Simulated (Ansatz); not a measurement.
Run report: Ta, geometry relaxation (part 1 of 3)

The run: geometry relaxation of Ta (defect cell, 26 atoms in the cell). Method and program: DFT PBE, scalar-relativistic, plane waves, PAW, no spin polarisation (Ansatz 0.2.0).

The structure derives from an entry of the Crystallography Open Database. It belongs to a series of runs on one base structure; here: atom 3 (Ta) set half-way to the vacancy, atoms relaxed in the symmetry of that start.

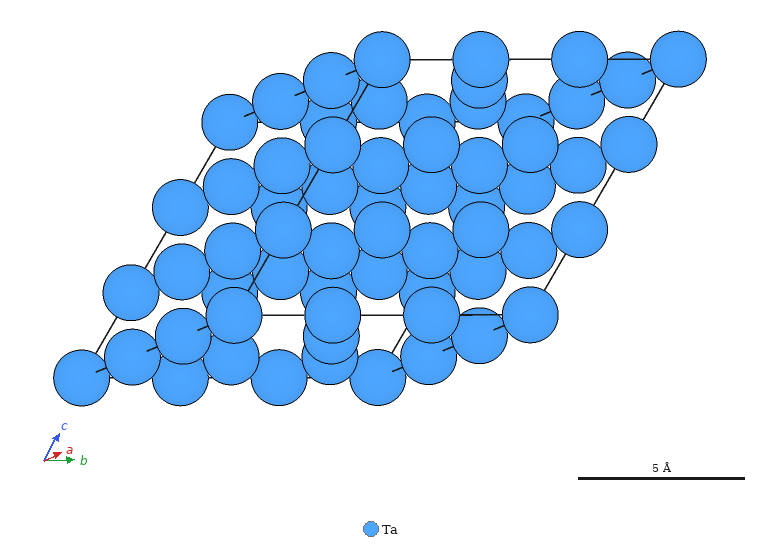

Fig. 1: The structure as given in the input (spheres-only view of the cell of the calculation, seen at an oblique angle).

The input
```yaml
crystal:
  lattice:
    - [6.3345289006, 0.0, -6.3345289006]
    - [0.0, 6.3345289006, -6.3345289006]
    - [6.3345289006, 6.3345289006, 0.0]
  atoms:
    - { symbol: Ta, position: [0.6666666667, 0.6666666667, 0.3333333333] }
    - { symbol: Ta, position: [0.6666666667, 0.6666666667, 0.6666666667] }
    - { symbol: Ta, position: [0.6666666667, 0.5, 1.0] }
    - { symbol: Ta, position: [0.6666666667, 0.3333333333, 0.3333333333] }
    - { symbol: Ta, position: [0.6666666667, 0.3333333333, 0.6666666667] }
    - { symbol: Ta, position: [0.6666666667, 0.0, 0.0] }
    - { symbol: Ta, position: [0.6666666667, 0.0, 0.3333333333] }
    - { symbol: Ta, position: [0.6666666667, 0.0, 0.6666666667] }
    - { symbol: Ta, position: [0.3333333333, 0.6666666667, 1.0] }
    - { symbol: Ta, position: [0.3333333333, 0.6666666667, 0.3333333333] }
    - { symbol: Ta, position: [0.3333333333, 0.6666666667, 0.6666666667] }
    - { symbol: Ta, position: [0.3333333333, 0.3333333333, 0.0] }
    - { symbol: Ta, position: [0.3333333333, 0.3333333333, 0.3333333333] }
    - { symbol: Ta, position: [0.3333333333, 0.3333333333, 0.6666666667] }
    - { symbol: Ta, position: [0.3333333333, 0.0, 0.0] }
    - { symbol: Ta, position: [0.3333333333, 0.0, 0.3333333333] }
    - { symbol: Ta, position: [0.3333333333, 0.0, 0.6666666667] }
    - { symbol: Ta, position: [0.0, 0.6666666667, 0.0] }
    - { symbol: Ta, position: [0.0, 0.6666666667, 0.3333333333] }
    - { symbol: Ta, position: [0.0, 0.6666666667, 0.6666666667] }
    - { symbol: Ta, position: [0.0, 0.3333333333, 0.0] }
    - { symbol: Ta, position: [0.0, 0.3333333333, 0.3333333333] }
    - { symbol: Ta, position: [0.0, 0.3333333333, 0.6666666667] }
    - { symbol: Ta, position: [0.0, 0.0, 0.0] }
    - { symbol: Ta, position: [0.0, 0.0, 0.3333333333] }
    - { symbol: Ta, position: [0.0, 0.0, 0.6666666667] }
basis:
  ecutwfc: 420
kpoints:
  mp_grid: { grid: [4, 4, 4] }
hamiltonian:
  xc: pbe
scf:
  occupations: { method: gaussian, width: 0.1 }
output:
  forces: true
  stress: true
  eigenvalues: true
  write_density: true
  write_potential: true
  elf: true
  volumetric_format: npy
relax:
  adjacent_minimum: "off"
  f_tol: 0.02
  max_steps: 60
  escape_saddle: false
```

Command:
```bash
ansatz run input.yaml --threads 4 --pin off --max-ram 2560MiB --backend cpu --events-out ev --progress --plain --runs-dir out
```

What the program printed
```
Warning: output.stress: scf.convergence.dr2_threshold = 1e-7 eV (the SCF's general default) is looser than the 2.6e-9 eV advised for a printed stress (1e-10 eV for each atom of the cell: 26). What an SCF threshold leaves in a stress goes as its square root, and in the free energy as the threshold itself, and one threshold admits the most on a small cell: of the crystals measured, under no hybrid functional and no lock of the moments, on runs that ended without the residual-converged pass, on stresses that held no estimate of that error, the worst erred by over 100 MPa in a component at 1e-7 eV an atom and by under 5 at 1e-10. Every solve of this run answers to scf.convergence.dr2_threshold, and the tensor of one is reported: a single SCF on the reported geometry and on this run's grids (its basis.xc_grid and basis.ecutrho_ratio typed), with scf.convergence.dr2_threshold at 2.6e-9 eV or tighter, prints it and tightens no other solve. Else set scf.convergence.dr2_threshold to 2.6e-9 eV or tighter. The threshold is an SCF's pass mark: one that does not reach it within its budget of iterations ends unconverged, or closes short of it on a stop that the run arms, and scf.convergence.dr2_threshold's page says what that costs each kind of run
Engine: ansatz 0.2.0, x86_64-unknown-linux-gnu
Pseudopotentials: kind: paw
Pseudopotential: Ta, paw, valence charge 13, recommended cutoff 420 eV (normal), Ta.paw.azcp
Functional definition: PBE
  parameter kappa = 0.804
  parameter beta = 0.06672455060314922
  exchange = pbe_x(kappa = kappa, mu = beta*pi^2/3)
  correlation = pbe_c(beta = beta)
Crystal: 26 atoms, lattice volume = 508.362 Å³
Basis set: ecut = 420 eV, 9841 PW (Γ), exchange–correlation on 120×120×120 points (8 copies of the dense FFT grid, shifted against one another)
Bands: 203, of which v1, the nominal top of the filled ones, is band 169 counted from 1 (168 counted from 0)
Symmetry: 8 space group operations
Space group: Immm (ITA 71), of the structure as read, at distance tolerance 8.0e-5 Å
k-points: 18 of 64
Non-local potential: Ta, projectors of the file, l = 0: 3, l = 1: 2, l = 2: 2, l = 3: 1
PAW form: soft (Blöchl's): semilocal exchange-correlation on the pseudo side does not see the compensation charge
PAW one-centre angular grid: Ta, 590 points (default); XC on 64 Gauss nodes
Initial density: superposition of atomic densities (neutral atoms: chi_scale 0, normalization atom), corrected by the library's trained network
Initial wavefunctions: pseudopotential atomic-orbital guess
Functional: x = pbe(κ = 0.804, μ = 0.2195149727645171), c = pbe(β = 0.06672455060314922)
SCF iter   1: F=—  HF=-258228.734487 eV  |F-HF|=—  |Δ(HF+E_count)|=         —  Δρ=6.08e-3  dr2=5.60e-1  ethr=1.77e-3  ⟨swp⟩=7.4  Hψ=15451  notcnv=0
preconditioner: auto → Kerker (q_TF=auto, 2.549 Å⁻¹)  [metal: Δε(μ)=0.008 eV  Ē_g=3.553 eV  σ=0.100 eV  W_gap=0.05  n_scr=136 (ndim 8)  ℏωp=18.8 eV  f_vac=0.000  D(μ)=31.68/eV (n_scr^D=330)]
SCF iter   2: F=—  HF=-258228.702607 eV  |F-HF|=—  |Δ(HF+E_count)|=   3.19e-2  Δρ=3.38e-3  dr2=1.55e-1  ethr=1.66e-4  ⟨swp⟩=1.6  Hψ=4277  notcnv=0  defer=1
SCF iter   3: F=—  HF=-258228.683798 eV  |F-HF|=—  |Δ(HF+E_count)|=   1.88e-2  Δρ=5.11e-4  dr2=2.50e-3  ethr=4.58e-5  ⟨swp⟩=2.0  Hψ=4350  notcnv=0  defer=1
SCF iter   4: F=—  HF=-258228.681907 eV  |F-HF|=—  |Δ(HF+E_count)|=   1.89e-3  Δρ=1.48e-4  dr2=1.52e-4  ethr=7.40e-7  ⟨swp⟩=2.0  Hψ=4540  notcnv=0  defer=1
iter 5 did not close the SCF: its close was put off for the readings that it lacked (scf_convergence_deferred on its scf_iter line)
SCF iter   5: F=-258228.681880 eV  HF=-258228.681883 eV  |F-HF|=3.36e-6  |Δ(HF+E_count)|=   2.39e-5  Δρ=3.42e-5  dr2=9.90e-6  ethr=4.48e-8  ⟨swp⟩=2.0  Hψ=4599  notcnv=0  defer=1
SCF iter   6: F=-258228.681882 eV  HF=-258228.681882 eV  |F-HF|=3.19e-7  |Δ(HF+E_count)|=   7.26e-7  Δρ=8.89e-6  dr2=8.68e-7  ethr=2.93e-9  ⟨swp⟩=15.1  Hψ=28405  notcnv=0
SCF 1 converged in 6 iterations: F = -258228.681882 eV  dr2 = 8.68e-7
  greatest PAW one-centre occupation: 0.999 electrons in one spin orbital (limit 2), on the Ta atom at site 2 (counted from 0), in its partial waves of l = 0
relax step   1: F+E_penalty+E_count = -258228.68188184 eV  Δ(F+E_penalty+E_count) = +0.000e0 eV  max|allowed force component| = 8.190e-1 eV/Å  Δτ_max = 0.0000 Å  (6 SCF iters, dr2 threshold 1.00e-5 eV, accepted)
Initial density: handed on by an earlier stage of this run
Initial wavefunctions: those handed on with the density
iter 1 solved again at ethr=2.16e-3 eV; its pass at ethr=3.10e-3 eV (dr2=7.30e0 eV) is discarded
SCF iter   1: F=—  HF=-258230.431265 eV  |F-HF|=—  |Δ(HF+E_count)|=         —  Δρ=2.14e-2  dr2=7.44e0  ethr=2.16e-3  ⟨swp⟩=1.2  Hψ=14617  notcnv=0  defer=234
preconditioner: auto → Kerker (q_TF=auto, 2.549 Å⁻¹)  [metal: Δε(μ)=0.007 eV  Ē_g=3.567 eV  σ=0.100 eV  W_gap=0.04  n_scr=136 (ndim 8)  ℏωp=18.8 eV  f_vac=0.000  D(μ)=33.76/eV (n_scr^D=338)]
SCF iter   2: F=—  HF=-258229.793334 eV  |F-HF|=—  |Δ(HF+E_count)|=   6.38e-1  Δρ=9.79e-3  dr2=6.85e-1  ethr=2.16e-3  ⟨swp⟩=3.0  Hψ=4484  notcnv=0  defer=234
SCF iter   3: F=—  HF=-258229.717076 eV  |F-HF|=—  |Δ(HF+E_count)|=   7.63e-2  Δρ=4.59e-3  dr2=1.98e-1  ethr=2.03e-4  ⟨swp⟩=1.3  Hψ=3485  notcnv=0  defer=297
SCF iter   4: F=—  HF=-258229.691263 eV  |F-HF|=—  |Δ(HF+E_count)|=   2.58e-2  Δρ=7.77e-4  dr2=5.17e-3  ethr=5.85e-5  ⟨swp⟩=2.0  Hψ=4490  notcnv=0  defer=307
SCF iter   5: F=—  HF=-258229.689210 eV  |F-HF|=—  |Δ(HF+E_count)|=   2.05e-3  Δρ=3.59e-4  dr2=2.07e-3  ethr=1.53e-6  ⟨swp⟩=2.0  Hψ=4843  notcnv=0  defer=337
SCF iter   6: F=—  HF=-258229.688939 eV  |F-HF|=—  |Δ(HF+E_count)|=   2.71e-4  Δρ=9.78e-5  dr2=8.79e-5  ethr=6.12e-7  ⟨swp⟩=2.0  Hψ=4356  notcnv=0  defer=337
SCF iter   7: F=-258229.688909 eV  HF=-258229.688930 eV  |F-HF|=2.02e-5  |Δ(HF+E_count)|=   9.31e-6  Δρ=3.98e-5  dr2=2.49e-5  ethr=1.24e-8  ⟨swp⟩=21.6  Hψ=39789  notcnv=0
SCF 2 converged in 7 iterations: F = -258229.688909 eV  dr2 = 2.49e-5
  greatest PAW one-centre occupation: 1.000 electrons in one spin orbital (limit 2), on the Ta atom at site 5 (counted from 0), in its partial waves of l = 0
relax step   2: F+E_penalty+E_count = -258229.68890947 eV  Δ(F+E_penalty+E_count) = -1.007e0 eV  max|allowed force component| = 7.810e-1 eV/Å  Δτ_max = 0.1960 Å  (7 SCF iters, dr2 threshold 4.19e-5 eV, accepted)
iter 1 solved again at ethr=5.57e-4 eV; its pass at ethr=3.10e-3 eV (dr2=1.88e0 eV) is discarded
SCF iter   1: F=—  HF=-258230.290001 eV  |F-HF|=—  |Δ(HF+E_count)|=         —  Δρ=1.19e-2  dr2=2.01e0  ethr=5.57e-4  ⟨swp⟩=1.1  Hψ=13765  notcnv=0  defer=251
preconditioner: auto → Kerker (q_TF=auto, 2.549 Å⁻¹)  [metal: Δε(μ)=0.007 eV  Ē_g=3.580 eV  σ=0.100 eV  W_gap=0.04  n_scr=136 (ndim 8)  ℏωp=18.8 eV  f_vac=0.000  D(μ)=32.73/eV (n_scr^D=330)]
SCF iter   2: F=—  HF=-258230.176477 eV  |F-HF|=—  |Δ(HF+E_count)|=   1.14e-1  Δρ=6.64e-3  dr2=5.34e-1  ethr=5.57e-4  ⟨swp⟩=1.1  Hψ=3317  notcnv=0  defer=251
SCF iter   3: F=—  HF=-258230.134395 eV  |F-HF|=—  |Δ(HF+E_count)|=   4.21e-2  Δρ=9.85e-4  dr2=4.86e-3  ethr=1.58e-4  ⟨swp⟩=2.0  Hψ=4003  notcnv=0  defer=251
SCF iter   4: F=—  HF=-258230.132951 eV  |F-HF|=—  |Δ(HF+E_count)|=   1.44e-3  Δρ=1.24e-4  dr2=6.53e-5  ethr=1.44e-6  ⟨swp⟩=2.2  Hψ=5549  notcnv=0  defer=316
iter 5 did not close the SCF: its close was put off for the readings that it lacked (scf_convergence_deferred on its scf_iter line)
SCF iter   5: F=-258230.132956 eV  HF=-258230.132958 eV  |F-HF|=2.31e-6  |Δ(HF+E_count)|=   7.05e-6  Δρ=2.55e-5  dr2=4.91e-6  ethr=1.93e-8  ⟨swp⟩=2.0  Hψ=5903  notcnv=0  defer=316
SCF iter   6: F=-258230.132958 eV  HF=-258230.132958 eV  |F-HF|=1.17e-7  |Δ(HF+E_count)|=   2.36e-7  Δρ=6.72e-6  dr2=3.34e-7  ethr=1.45e-9  ⟨swp⟩=18.0  Hψ=32764  notcnv=0
SCF 3 converged in 6 iterations: F = -258230.132958 eV  dr2 = 3.34e-7
relax step   3: F+E_penalty+E_count = -258230.13295798 eV  Δ(F+E_penalty+E_count) = -4.440e-1 eV  max|allowed force component| = 2.051e-1 eV/Å  Δτ_max = 0.1357 Å  (6 SCF iters, dr2 threshold 3.81e-5 eV, accepted)
SCF iter   1: F=—  HF=-258230.276486 eV  |F-HF|=—  |Δ(HF+E_count)|=         —  Δρ=8.31e-3  dr2=8.84e-1  ethr=2.30e-3  ⟨swp⟩=6.0  Hψ=9398  notcnv=0  defer=65
preconditioner: auto → Kerker (q_TF=auto, 2.549 Å⁻¹)  [metal: Δε(μ)=0.004 eV  Ē_g=3.596 eV  σ=0.100 eV  W_gap=0.02  n_scr=136 (ndim 8)  ℏωp=18.8 eV  f_vac=0.000  D(μ)=29.85/eV (n_scr^D=306)]
SCF iter   2: F=—  HF=-258230.209034 eV  |F-HF|=—  |Δ(HF+E_count)|=   6.75e-2  Δρ=3.87e-3  dr2=6.01e-2  ethr=2.62e-4  ⟨swp⟩=1.6  Hψ=4310  notcnv=0  defer=170
SCF iter   3: F=—  HF=-258230.203683 eV  |F-HF|=—  |Δ(HF+E_count)|=   5.35e-3  Δρ=2.11e-3  dr2=1.96e-2  ethr=1.78e-5  ⟨swp⟩=2.0  Hψ=3810  notcnv=0  defer=170
SCF iter   4: F=—  HF=-258230.201187 eV  |F-HF|=—  |Δ(HF+E_count)|=   2.50e-3  Δρ=2.20e-4  dr2=2.78e-4  ethr=5.79e-6  ⟨swp⟩=2.0  Hψ=4397  notcnv=0  defer=170
SCF iter   5: F=—  HF=-258230.199757 eV  |F-HF|=—  |Δ(HF+E_count)|=   1.43e-3  Δρ=4.67e-5  dr2=1.91e-5  ethr=8.24e-8  ⟨swp⟩=2.2  Hψ=5868  notcnv=0  defer=170
SCF iter   6: F=-258230.199754 eV  HF=-258230.199755 eV  |F-HF|=8.02e-7  |Δ(HF+E_count)|=   2.06e-6  Δρ=1.26e-5  dr2=1.65e-6  ethr=8.58e-10  ⟨swp⟩=19.6  Hψ=33126  notcnv=0
SCF 4 converged in 6 iterations: F = -258230.199754 eV  dr2 = 1.65e-6
relax step   4: F+E_penalty+E_count = -258230.19975424 eV  Δ(F+E_penalty+E_count) = -6.680e-2 eV  max|allowed force component| = 1.445e-1 eV/Å  Δτ_max = 0.0783 Å  (6 SCF iters, dr2 threshold 2.90e-6 eV, accepted)
SCF iter   1: F=—  HF=-258230.239957 eV  |F-HF|=—  |Δ(HF+E_count)|=         —  Δρ=3.00e-3  dr2=2.29e-1  ethr=2.59e-4  ⟨swp⟩=5.1  Hψ=8369  notcnv=0  defer=235
preconditioner: auto → Kerker (q_TF=auto, 2.549 Å⁻¹)  [metal: Δε(μ)=0.004 eV  Ē_g=3.597 eV  σ=0.100 eV  W_gap=0.02  n_scr=136 (ndim 8)  ℏωp=18.8 eV  f_vac=0.000  D(μ)=29.23/eV (n_scr^D=282)]
SCF iter   2: F=—  HF=-258230.226338 eV  |F-HF|=—  |Δ(HF+E_count)|=   1.36e-2  Δρ=1.62e-3  dr2=6.47e-2  ethr=6.79e-5  ⟨swp⟩=1.1  Hψ=4216  notcnv=0  defer=233
SCF iter   3: F=—  HF=-258230.220247 eV  |F-HF|=—  |Δ(HF+E_count)|=   6.09e-3  Δρ=2.45e-4  dr2=5.03e-4  ethr=1.92e-5  ⟨swp⟩=2.0  Hψ=4196  notcnv=0  defer=233
SCF iter   4: F=—  HF=-258230.218760 eV  |F-HF|=—  |Δ(HF+E_count)|=   1.49e-3  Δρ=3.65e-5  dr2=1.31e-5  ethr=1.49e-7  ⟨swp⟩=2.1  Hψ=4543  notcnv=0  defer=233
iter 5 did not close the SCF: its close was put off for the readings that it lacked (scf_convergence_deferred on its scf_iter line)
SCF iter   5: F=-258230.218759 eV  HF=-258230.218759 eV  |F-HF|=6.14e-7  |Δ(HF+E_count)|=   6.46e-7  Δρ=1.13e-5  dr2=1.04e-6  ethr=3.88e-9  ⟨swp⟩=2.1  Hψ=4462  notcnv=0  defer=234
SCF iter   6: F=-258230.218759 eV  HF=-258230.218759 eV  |F-HF|=2.74e-8  |Δ(HF+E_count)|=   1.41e-7  Δρ=2.51e-6  dr2=5.18e-8  ethr=3.09e-10  ⟨swp⟩=16.9  Hψ=31361  notcnv=0
SCF 5 converged in 6 iterations: F = -258230.218759 eV  dr2 = 5.18e-8
relax step   5: F+E_penalty+E_count = -258230.21875922 eV  Δ(F+E_penalty+E_count) = -1.900e-2 eV  max|allowed force component| = 5.869e-2 eV/Å  Δτ_max = 0.0356 Å  (6 SCF iters, dr2 threshold 1.44e-6 eV, accepted)
SCF iter   1: F=—  HF=-258230.224624 eV  |F-HF|=—  |Δ(HF+E_count)|=         —  Δρ=9.70e-4  dr2=1.13e-2  ethr=1.13e-4  ⟨swp⟩=4.0  Hψ=6849  notcnv=0  defer=62
preconditioner: auto → Kerker (q_TF=auto, 2.549 Å⁻¹)  [metal: Δε(μ)=0.002 eV  Ē_g=3.596 eV  σ=0.100 eV  W_gap=0.01  n_scr=136 (ndim 8)  ℏωp=18.8 eV  f_vac=0.000  D(μ)=28.97/eV (n_scr^D=282)]
SCF iter   2: F=—  HF=-258230.224091 eV  |F-HF|=—  |Δ(HF+E_count)|=   5.34e-4  Δρ=5.39e-4  dr2=3.02e-3  ethr=3.35e-6  ⟨swp⟩=1.9  Hψ=4395  notcnv=0  defer=106
SCF iter   3: F=—  HF=-258230.223766 eV  |F-HF|=—  |Δ(HF+E_count)|=   3.25e-4  Δρ=8.09e-5  dr2=3.84e-5  ethr=8.95e-7  ⟨swp⟩=2.0  Hψ=4292  notcnv=0  defer=106
SCF iter   4: F=—  HF=-258230.222362 eV  |F-HF|=—  |Δ(HF+E_count)|=   1.40e-3  Δρ=1.40e-5  dr2=1.94e-6  ethr=1.14e-8  ⟨swp⟩=2.0  Hψ=4550  notcnv=0  defer=106
iter 5 did not close the SCF: its close was put off for the readings that it lacked (scf_convergence_deferred on its scf_iter line)
SCF iter   5: F=-258230.222361 eV  HF=-258230.222362 eV  |F-HF|=8.65e-8  |Δ(HF+E_count)|=   1.75e-7  Δρ=3.62e-6  dr2=1.33e-7  ethr=5.73e-10  ⟨swp⟩=2.1  Hψ=4443  notcnv=0  defer=106
SCF iter   6: F=-258230.222362 eV  HF=-258230.222362 eV  |F-HF|=3.43e-9  |Δ(HF+E_count)|=   9.63e-9  Δρ=8.24e-7  dr2=6.54e-9  ethr=3.93e-11  ⟨swp⟩=16.1  Hψ=30241  notcnv=0
SCF 6 converged in 6 iterations: F = -258230.222362 eV  dr2 = 6.54e-9
relax step   6: F+E_penalty+E_count = -258230.22236150 eV  Δ(F+E_penalty+E_count) = -3.602e-3 eV  max|allowed force component| = 2.655e-2 eV/Å  Δτ_max = 0.0106 Å  (6 SCF iters, dr2 threshold 5.69e-7 eV, accepted)
SCF iter   1: F=—  HF=-258230.224381 eV  |F-HF|=—  |Δ(HF+E_count)|=         —  Δρ=3.47e-4  dr2=1.68e-3  ethr=4.94e-6  ⟨swp⟩=4.0  Hψ=7144  notcnv=0
preconditioner: auto → Kerker (q_TF=auto, 2.549 Å⁻¹)  [metal: Δε(μ)=0.003 eV  Ē_g=3.596 eV  σ=0.100 eV  W_gap=0.02  n_scr=136 (ndim 8)  ℏωp=18.8 eV  f_vac=0.000  D(μ)=29.01/eV (n_scr^D=282)]
SCF iter   2: F=—  HF=-258230.224260 eV  |F-HF|=—  |Δ(HF+E_count)|=   1.21e-4  Δρ=1.87e-4  dr2=2.37e-4  ethr=4.98e-7  ⟨swp⟩=1.1  Hψ=4214  notcnv=0
SCF iter   3: F=—  HF=-258230.224235 eV  |F-HF|=—  |Δ(HF+E_count)|=   2.42e-5  Δρ=6.90e-5  dr2=4.90e-5  ethr=7.01e-8  ⟨swp⟩=2.0  Hψ=3999  notcnv=0
SCF iter   4: F=—  HF=-258230.222804 eV  |F-HF|=—  |Δ(HF+E_count)|=   1.43e-3  Δρ=1.49e-5  dr2=2.52e-6  ethr=1.45e-8  ⟨swp⟩=2.0  Hψ=4411  notcnv=0
SCF iter   5: F=—  HF=-258230.222804 eV  |F-HF|=—  |Δ(HF+E_count)|=   2.22e-7  Δρ=6.46e-6  dr2=1.96e-7  ethr=7.47e-10  ⟨swp⟩=2.1  Hψ=4518  notcnv=0
SCF iter   6: F=-258230.222804 eV  HF=-258230.222804 eV  |F-HF|=2.19e-8  |Δ(HF+E_count)|=   1.90e-8  Δρ=1.47e-6  dr2=2.67e-8  ethr=2.96e-11  ⟨swp⟩=17.1  Hψ=29296  notcnv=0
SCF 7 converged in 6 iterations: F = -258230.222804 eV  dr2 = 2.67e-8
relax step   7: F+E_penalty+E_count = -258230.22280363 eV  Δ(F+E_penalty+E_count) = -4.421e-4 eV  max|allowed force component| = 9.995e-3 eV/Å  Δτ_max = 0.0063 Å  (6 SCF iters, accepted)
```

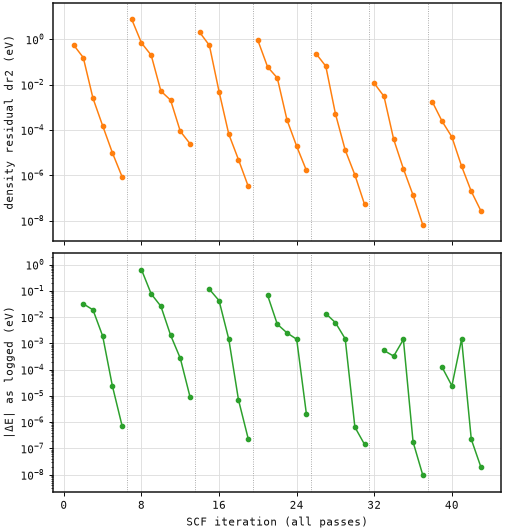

Fig. 2: Convergence of the self-consistent field: density residual dr2 and size of the energy change against the SCF iteration. The dotted lines part the SCF passes of the relaxation: geometry steps, rejected trials and re-solves on a re-selected basis. The 7 passes take 6 to 7 iterations each, 43 in all.
